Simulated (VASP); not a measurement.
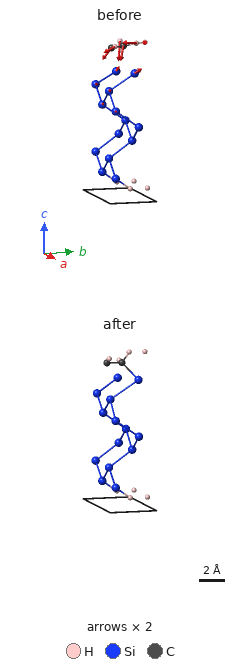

The structure of a slab of composition Si7H4C before (top) and after (bottom) a relaxation, at one scale. The red arrows give the displacements, magnified 2 times.

Style: ball-and-stick. Shown: the cell of the calculation, outlined in the plane, without the vacuum (origin shifted), slightly off an axis.

The run lets the atoms move in a fixed cell. 10 atoms are held fixed.

Theory: Kohn-Sham DFT of a periodic cell, PBE, VASP PAW PBE potentials, recommended in VASP.

Input
```
PREC = Normal ; ENCUT = 450
EDIFF = 1E-6 ; ISMEAR = 0
SIGMA = 0.05 ; LREAL = Auto
LASPH = T ; NELM = 80
ALGO = Normal ; ISIF = 2
LWAVE = F ; LCHARG = F
LDIPOL = T ; IDIPOL = 3
DIPOL = 0.5 0.5 0.502 ; GGA = PE
IBRION = 2 ; NSW = 90
EDIFFG = -0.03 ; KPAR = 4
NCORE = 2
```

Run as
```bash
cat potpaw_PBE.64/H/POTCAR potpaw_PBE.64/Si/POTCAR potpaw_PBE.64/C/POTCAR > POTCAR
mpirun -np 8 vasp_std > vasp.out
```

Question: Describe what moved and what it gained.

Answer: The relaxation stopped without meeting its thresholds, so the last structure isn't shown to be converged. After 89 geometry steps the energy has fallen by 2.584 eV per cell of the calculation. Largest force component: 4.4 eV/Å at the start, 0.44 eV/Å at the end. The atom that moves furthest is an H atom (0.84 Å at 19° to the normal (−c side)). By element the largest moves are H 0.84 Å, C 0.67 Å, Si 0.36 Å. The lattice vectors keep their values. Near-neighbour distances that change, for instance: C–Si 2.899 → 1.941 Å, H–H 0.871 → 1.657 Å, C–Si 2.388 → 1.919 Å, Si–Si 2.536 → 2.777 Å. New bonds form, among them: C–Si (2.39 → 1.92 Å), C–Si (2.90 → 1.94 Å). Among the angles between lasting bonds that change: H–C–C 120.5° → 105.6°, H–C–C 120.5° → 111.8°, Si–Si–Si 119.1° → 112.5°.
